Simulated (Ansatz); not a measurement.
**Ga$_{9}$N$_{7}$ (cell with a defect): density, localisation and related maps**

The calculation's input:

```
crystal:
  lattice:
    - [0.0, 0.0, 5.2431684095]
    - [3.2183708159, 5.5743817708, 0.0]
    - [-6.4367416318, -1.0e-10, 0.0]
  atoms:
    - { symbol: Ga, position: [0.4991348631, 0.1666666667, 0.3333333333] }
    - { symbol: Ga, position: [0.4991348631, 0.1666666667, 0.8333333333] }
    - { symbol: Ga, position: [0.4991348631, 0.6666666667, 0.3333333333] }
    - { symbol: Ga, position: [0.4991348631, 0.6666666667, 0.8333333333] }
    - { symbol: Ga, position: [0.9991348631, 0.3333333333, 0.6666666667] }
    - { symbol: Ga, position: [0.9991348631, 0.3333333333, 0.1666666667] }
    - { symbol: Ga, position: [0.9991348631, 0.8333333333, 0.6666666667] }
    - { symbol: Ga, position: [0.9991348631, 0.8333333333, 0.1666666667] }
    - { symbol: Ga, position: [0.8758651369, 0.1666666667, 0.3333333333] }
    - { symbol: "N", position: [0.8758651369, 0.1666666667, 0.8333333333] }
    - { symbol: "N", position: [0.8758651369, 0.6666666667, 0.3333333333] }
    - { symbol: "N", position: [0.8758651369, 0.6666666667, 0.8333333333] }
    - { symbol: "N", position: [0.3758651369, 0.3333333333, 0.6666666667] }
    - { symbol: "N", position: [0.3758651369, 0.3333333333, 0.1666666667] }
    - { symbol: "N", position: [0.3758651369, 0.8333333333, 0.6666666667] }
    - { symbol: "N", position: [0.3758651369, 0.8333333333, 0.1666666667] }
  host:
    lattice:
      - [3.2183708159, 0.0, 0.0]
      - [-1.609185408, 2.7871908854, 0.0]
      - [0.0, 0.0, 5.2431684095]
    atoms:
      - { symbol: Ga, position: [0.6666666667, 0.3333333333, 0.4991348631] }
      - { symbol: Ga, position: [0.3333333333, 0.6666666667, 0.9991348631] }
      - { symbol: "N", position: [0.6666666667, 0.3333333333, 0.8758651369] }
      - { symbol: "N", position: [0.3333333333, 0.6666666667, 0.3758651369] }
basis:
  ecutwfc: 420
  xc_grid: 2
kpoints:
  mp_grid: { grid: [4, 4, 4], shift: [0.0, 0.0, 0.0] }
hamiltonian:
  xc: pbe
scf:
  occupations: { method: gaussian, width: 0.01 }
output:
  forces: true
  stress: false
  eigenvalues: true
  charged_corrections:
    defect_position: [0.87586514, 0.16666667, 0.33333333]
    epsilon: [[10.4928, 0.0, 0.0], [0.0, 10.4928, 0.0], [0.0, 0.0, 11.6882]]
  write_density: true
  write_potential: true
  elf: true
  volumetric_format: npy
relax:
  adjacent_minimum: "off"
  f_tol: 0.025
  max_steps: 45
```

Command:

```sh
ansatz run input.yaml --threads 4 --pin off --max-ram 10240MiB --backend cpu --events-out ev --progress --plain --runs-dir out
```

The fields are those of the run's last geometry, not of the input's.

Theory: DFT PBE, scalar-relativistic, plane waves, PAW in Ansatz 0.2.0.

The density is the valence pseudo-density of a PAW calculation; it isn't the true density close to the nuclei.

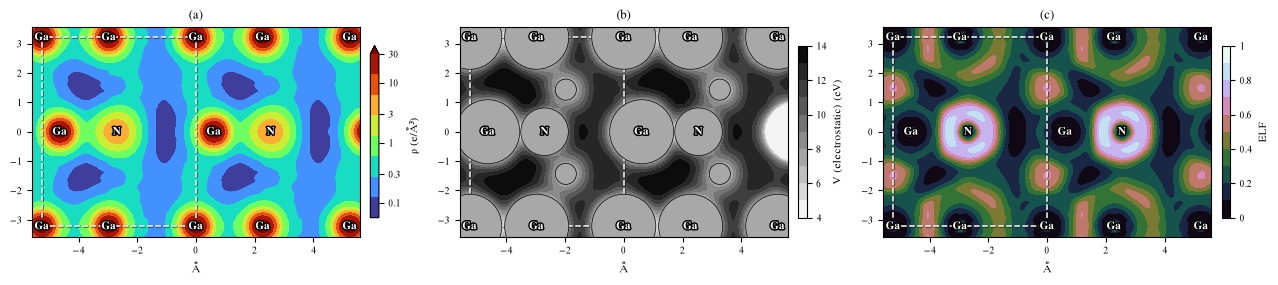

Figure 1. (a) valence charge density (pseudo); (b) electrostatic potential energy of an electron; (c) ELF on the (001) plane of the calculation cell. Grey discs cover the atomic cores in the potential map.

What do the fields say about this system?

Answer.
- The section cuts through Ga and N sites.
- Ga–Ga (2.28 Å): ρ is about 0.55 e/Å³ halfway; the ELF reaches about 0.60 near the midpoint.
- Ga–N (1.93 Å): ρ at the midpoint is about 0.76 e/Å³; the ELF peaks at about 0.85 in the valence shell of N, 0.7 Å from its nucleus, and is about 0.50 at the midpoint.
- Between the atoms the lowest density in this plane is 0.06 e/Å³.
- Outside the cores the potential energy rises away from the atoms and is highest about 1.7 Å from the nearest atoms; its zero is arbitrary.

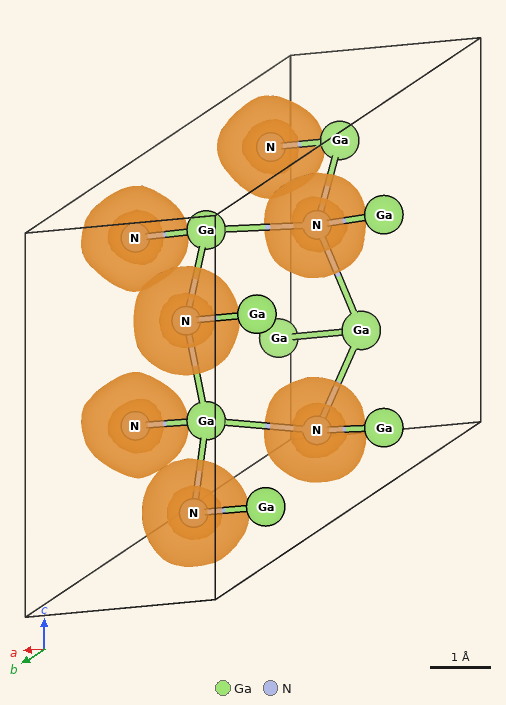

Figure 2. Isosurface of the ELF at 0.7 (orange), seen at an oblique angle. Only the valence region is drawn (cores and ρ < 0.01 e/Å³ removed). Sticks mark near contacts.

What do the ELF domains correspond to?

Answer. The surface consists of seven regions wrapped around N (the valence shell of each), counted in one cell of 16 atoms. Any copies at cell faces, edges or corners count once.


Ga–N (1.89 Å): the ELF peaks at about 0.85 in the valence shell of N, 0.6 Å from its nucleus, and is about 0.50 at the midpoint.

Metal or insulator at this level of theory?

Answer. It is metallic or semimetallic at this level of theory: no gap opens.
